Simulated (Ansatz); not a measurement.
## Two runs on AlRu

System: AlRu (Pm-3m, 2 atoms in the cell).
Method of the first run: DFT, PBEsol, PAW with Ansatz's default frozen-core files, scalar-relativistic; levels and slopes on a fine mesh, independent-particle optical spectra, no spin polarisation (Ansatz 0.2.0).

The structure derives from an entry of the Crystallography Open Database. Text and figures count atoms from 1; the logs count them from 0 in places.

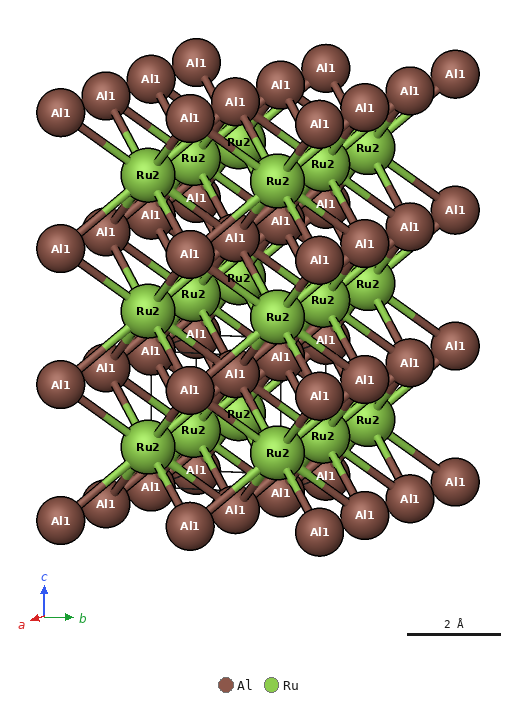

Figure 1. The structure as given in the input (ball-and-stick view of the cell of the calculation, repeated 3 × 2 × 3, seen slightly off an axis; atoms are numbered from 1 in the order of the input). Near neighbours in the crystal (not all of them lie inside the picture): Al has 8 Ru at 2.58 Å; Ru has 8 Al at 2.58 Å.

### Input file, the first run
```yaml
crystal:
  lattice:
    - [2.97650987359, 0.0, 0.0]
    - [0.0, 2.97650987359, 0.0]
    - [0.0, 0.0, 2.97650987359]
  atoms:
    - { symbol: Al, position: [0.0, 0.0, 0.0] }
    - { symbol: Ru, position: [0.5, 0.5, 0.5] }
kpoints:
  mp_grid: { grid: [14, 14, 14] }
scf:
  occupations: { method: fermi_dirac, width: 0.05 }
hamiltonian:
  xc: pbesol
  pseudopotentials: { kind: paw }
output:
  forces: true
  stress: true
  eigenvalues: true
  eigenstates:
    nscf_kmesh: { grid: [20, 20, 20] }
    de_dk: true
    e_range: [-14, 14]
  optics:
    e_range: [0, 25]
    de: 0.2
    sigma: 0.2
    bands: { spectra_wanted_up_to: 25 }
    nscf_kmesh: { grid: [20, 20, 20] }
    drude_damping: 0.2
checkpoint:
  write: ck
  write_wavefunctions: false
```

Command:
```bash
ansatz run input.yaml --threads 1 --pin off --max-ram 3072MiB --backend cpu --events-out ev --progress --plain --runs-dir out
```

Hardware: 1 thread of Arm Neoverse V1, 24 GiB of memory available, shared host.

### Output, shortened to warnings, some set-up lines, iterations and results (the first run)
```
Basis set: ecut = 420 eV, 485 PW (Γ), exchange–correlation on 40×40×40 points (8 copies of the dense FFT grid, shifted against one another)
Symmetry: 48 space group operations
k-points: 120 of 2744
Initial density: superposition of atomic densities (neutral atoms: chi_scale 0, normalization atom), corrected by the library's trained network
[...]
SCF iter   1: F=—  HF=-6342.313698 eV  |F-HF|=—  |Δ(HF+E_count)|=         —  Δρ=9.15e-3  dr2=2.41e-2  ethr=1.77e-3  ⟨swp⟩=5.2  Hψ=9172  notcnv=0
SCF iter   2: F=—  HF=-6342.310121 eV  |F-HF|=—  |Δ(HF+E_count)|=   3.58e-3  Δρ=5.13e-3  dr2=8.61e-3  ethr=1.27e-4  ⟨swp⟩=1.3  Hψ=2701  notcnv=0  defer=5
SCF iter   3: F=—  HF=-6342.308219 eV  |F-HF|=—  |Δ(HF+E_count)|=   1.90e-3  Δρ=5.65e-4  dr2=8.02e-5  ethr=4.53e-5  ⟨swp⟩=2.4  Hψ=2497  notcnv=0  defer=5
SCF iter   4: F=—  HF=-6342.308131 eV  |F-HF|=—  |Δ(HF+E_count)|=   8.75e-5  Δρ=1.31e-4  dr2=3.62e-6  ethr=4.22e-7  ⟨swp⟩=2.0  Hψ=2409  notcnv=0  defer=5
SCF iter   5: F=—  HF=-6342.308131 eV  |F-HF|=—  |Δ(HF+E_count)|=   9.90e-8  Δρ=1.15e-5  dr2=2.02e-8  ethr=1.91e-8  ⟨swp⟩=2.5  Hψ=2589  notcnv=0  defer=5
SCF iter   6: F=—  HF=-6342.308132 eV  |F-HF|=—  |Δ(HF+E_count)|=   1.01e-6  Δρ=1.10e-6  dr2=1.56e-10  ethr=1.06e-10  ⟨swp⟩=2.3  Hψ=2714  notcnv=0  defer=5
SCF iter   7: F=-6342.308132 eV  HF=-6342.308132 eV  |F-HF|=3.64e-12  |Δ(HF+E_count)|=  3.64e-11  Δρ=1.28e-7  dr2=6.79e-13  ethr=1.00e-12  ⟨swp⟩=5.4  Hψ=7013  notcnv=0
SCF 1 converged in 7 iterations: F = -6342.308132 eV  dr2 = 6.79e-13
NSCF: frozen V_eff on 286 k-points
Optics k sum: 0 of 286 k-points
Optics k sum: 15 of 286 k-points
Optics k sum: 29 of 286 k-points
Optics k sum: 43 of 286 k-points
Optics k sum: 58 of 286 k-points
Optics k sum: 72 of 286 k-points
Optics k sum: 86 of 286 k-points
Optics k sum: 101 of 286 k-points
Optics k sum: 115 of 286 k-points
Optics k sum: 129 of 286 k-points
Optics k sum: 143 of 286 k-points
Optics k sum: 158 of 286 k-points
Optics k sum: 172 of 286 k-points
Optics k sum: 186 of 286 k-points
Optics k sum: 201 of 286 k-points
Optics k sum: 215 of 286 k-points
Optics k sum: 229 of 286 k-points
Optics k sum: 244 of 286 k-points
Optics k sum: 258 of 286 k-points
Optics k sum: 272 of 286 k-points
Optics k sum: 286 of 286 k-points
Optics k sum: 0 of 286 k-points
Optics k sum: 15 of 286 k-points
Optics k sum: 29 of 286 k-points
Optics k sum: 43 of 286 k-points
Optics k sum: 58 of 286 k-points
Optics k sum: 72 of 286 k-points
Optics k sum: 86 of 286 k-points
Optics k sum: 101 of 286 k-points
Optics k sum: 115 of 286 k-points
Optics k sum: 129 of 286 k-points
Optics k sum: 143 of 286 k-points
Optics k sum: 158 of 286 k-points
Optics k sum: 172 of 286 k-points
Optics k sum: 186 of 286 k-points
Optics k sum: 201 of 286 k-points
Optics k sum: 215 of 286 k-points
Optics k sum: 229 of 286 k-points
Optics k sum: 244 of 286 k-points
Optics k sum: 258 of 286 k-points
Optics k sum: 272 of 286 k-points
Optics k sum: 286 of 286 k-points
Optics k sum: 0 of 286 k-points
Optics k sum: 15 of 286 k-points
Optics k sum: 29 of 286 k-points
Optics k sum: 43 of 286 k-points
Optics k sum: 58 of 286 k-points
Optics k sum: 72 of 286 k-points
Optics k sum: 86 of 286 k-points
Optics k sum: 101 of 286 k-points
Optics k sum: 115 of 286 k-points
Optics k sum: 129 of 286 k-points
Optics k sum: 143 of 286 k-points
Optics k sum: 158 of 286 k-points
Optics k sum: 172 of 286 k-points
Optics k sum: 186 of 286 k-points
Optics k sum: 201 of 286 k-points
Optics k sum: 215 of 286 k-points
Optics k sum: 229 of 286 k-points
Optics k sum: 244 of 286 k-points
Optics k sum: 258 of 286 k-points
Optics k sum: 272 of 286 k-points
Optics k sum: 286 of 286 k-points
NSCF: frozen V_eff on 286 k-points
[...]
```

The input of the second run differs as follows (lines with − go, lines with + come):
```diff
+  mixing: { algorithm: anderson, beta: 0.7, ndim: 4 }
+basis:
+  xc_grid: 3
```

What does this change do to the results?

The energy doesn't change within 0.01 meV per atom.

### Output, shortened to warnings, some set-up lines, iterations and results (the second run)
```
Basis set: ecut = 420 eV, 485 PW (Γ), exchange–correlation on 60×60×60 points (27 copies of the dense FFT grid, shifted against one another)
Symmetry: 48 space group operations
k-points: 120 of 2744
Initial density: superposition of atomic densities (neutral atoms: chi_scale 0, normalization atom), corrected by the library's trained network
[...]
SCF iter   1: F=—  HF=-6342.313628 eV  |F-HF|=—  |Δ(HF+E_count)|=         —  Δρ=9.15e-3  dr2=2.41e-2  ethr=1.77e-3  ⟨swp⟩=5.2  Hψ=9171  notcnv=0
SCF iter   2: F=—  HF=-6342.308463 eV  |F-HF|=—  |Δ(HF+E_count)|=   5.17e-3  Δρ=3.08e-3  dr2=2.52e-3  ethr=1.27e-4  ⟨swp⟩=2.4  Hψ=4281  notcnv=0  defer=11  κ⁻¹=1.0e0(r=1)
SCF iter   3: F=—  HF=-6342.308133 eV  |F-HF|=—  |Δ(HF+E_count)|=   3.29e-4  Δρ=6.42e-4  dr2=2.94e-5  ethr=1.33e-5  ⟨swp⟩=2.5  Hψ=2474  notcnv=0  defer=11  κ⁻¹=4.0e-3(r=2)
SCF iter   4: F=—  HF=-6342.308132 eV  |F-HF|=—  |Δ(HF+E_count)|=   1.79e-6  Δρ=6.58e-5  dr2=6.40e-7  ethr=1.55e-7  ⟨swp⟩=2.8  Hψ=2605  notcnv=0  defer=11  κ⁻¹=6.5e-6(r=3)
SCF iter   5: F=—  HF=-6342.308132 eV  |F-HF|=—  |Δ(HF+E_count)|=   2.85e-7  Δρ=2.13e-5  dr2=7.96e-8  ethr=3.37e-9  ⟨swp⟩=2.3  Hψ=2658  notcnv=0  defer=11  κ⁻¹=1.7e-4(r=3)
SCF iter   6: F=—  HF=-6342.308132 eV  |F-HF|=—  |Δ(HF+E_count)|=   2.01e-8  Δρ=6.14e-6  dr2=2.62e-9  ethr=4.19e-10  ⟨swp⟩=2.5  Hψ=2506  notcnv=0  defer=11  κ⁻¹=2.4e-3(r=3)
SCF iter   7: F=—  HF=-6342.308132 eV  |F-HF|=—  |Δ(HF+E_count)|=   3.06e-9  Δρ=2.33e-6  dr2=5.28e-10  ethr=1.38e-11  ⟨swp⟩=2.2  Hψ=2528  notcnv=0  defer=11  κ⁻¹=1.0e-3(r=3)
SCF iter   8: F=—  HF=-6342.308132 eV  |F-HF|=—  |Δ(HF+E_count)|=   1.58e-9  Δρ=4.50e-7  dr2=1.78e-11  ethr=2.78e-12  ⟨swp⟩=2.1  Hψ=2610  notcnv=0  defer=11  κ⁻¹=1.6e-4(r=3)
SCF iter   9: F=-6342.308132 eV  HF=-6342.308132 eV  |F-HF|=9.09e-13  |Δ(HF+E_count)|=  8.19e-12  Δρ=1.64e-7  dr2=3.09e-12  ethr=1.00e-12  ⟨swp⟩=5.3  Hψ=6560  notcnv=0
SCF 1 converged in 9 iterations: F = -6342.308132 eV  dr2 = 3.09e-12
NSCF: frozen V_eff on 286 k-points
Optics k sum: 0 of 286 k-points
Optics k sum: 15 of 286 k-points
Optics k sum: 29 of 286 k-points
Optics k sum: 43 of 286 k-points
Optics k sum: 58 of 286 k-points
Optics k sum: 72 of 286 k-points
Optics k sum: 86 of 286 k-points
Optics k sum: 101 of 286 k-points
Optics k sum: 115 of 286 k-points
Optics k sum: 129 of 286 k-points
Optics k sum: 143 of 286 k-points
Optics k sum: 158 of 286 k-points
Optics k sum: 172 of 286 k-points
Optics k sum: 186 of 286 k-points
Optics k sum: 201 of 286 k-points
Optics k sum: 215 of 286 k-points
Optics k sum: 229 of 286 k-points
Optics k sum: 244 of 286 k-points
Optics k sum: 258 of 286 k-points
Optics k sum: 272 of 286 k-points
Optics k sum: 286 of 286 k-points
Optics k sum: 0 of 286 k-points
Optics k sum: 15 of 286 k-points
Optics k sum: 29 of 286 k-points
Optics k sum: 43 of 286 k-points
Optics k sum: 58 of 286 k-points
Optics k sum: 72 of 286 k-points
Optics k sum: 86 of 286 k-points
Optics k sum: 101 of 286 k-points
Optics k sum: 115 of 286 k-points
Optics k sum: 129 of 286 k-points
Optics k sum: 143 of 286 k-points
Optics k sum: 158 of 286 k-points
Optics k sum: 172 of 286 k-points
Optics k sum: 186 of 286 k-points
Optics k sum: 201 of 286 k-points
Optics k sum: 215 of 286 k-points
Optics k sum: 229 of 286 k-points
Optics k sum: 244 of 286 k-points
Optics k sum: 258 of 286 k-points
Optics k sum: 272 of 286 k-points
Optics k sum: 286 of 286 k-points
Optics k sum: 0 of 286 k-points
Optics k sum: 15 of 286 k-points
Optics k sum: 29 of 286 k-points
Optics k sum: 43 of 286 k-points
Optics k sum: 58 of 286 k-points
Optics k sum: 72 of 286 k-points
Optics k sum: 86 of 286 k-points
Optics k sum: 101 of 286 k-points
Optics k sum: 115 of 286 k-points
Optics k sum: 129 of 286 k-points
Optics k sum: 143 of 286 k-points
Optics k sum: 158 of 286 k-points
Optics k sum: 172 of 286 k-points
Optics k sum: 186 of 286 k-points
Optics k sum: 201 of 286 k-points
Optics k sum: 215 of 286 k-points
Optics k sum: 229 of 286 k-points
Optics k sum: 244 of 286 k-points
Optics k sum: 258 of 286 k-points
Optics k sum: 272 of 286 k-points
Optics k sum: 286 of 286 k-points
NSCF: frozen V_eff on 286 k-points
[...]
```

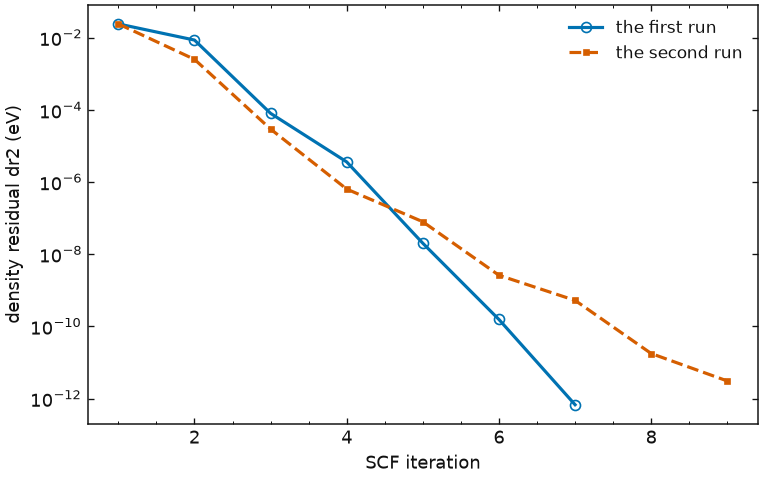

Figure 2. Convergence of the two runs: density residual dr2 against the SCF iteration. The first run takes 7 iterations in all, and the second run takes 9.

### The two runs side by side

| quantity | the first run | the second run |
| --- | --- | --- |
| outcome | converged | converged |
| free energy per atom (eV) | −3171.1541 | −3171.1541 |
| energy per atom, smearing taken to zero (eV) | −3171.1504 | −3171.1504 |
| pressure (GPa) | −0.02 | −0.02 |
| largest force (eV/Å) | 0.000 | 0.000 |
| irreducible k-points | 120 | 120 |
| plane waves at Γ | 485 | 485 |
| wall time (shared host) | 88 s | 90 s |

For both runs: Warnings: the optical spectrum is taken on partly filled bands.
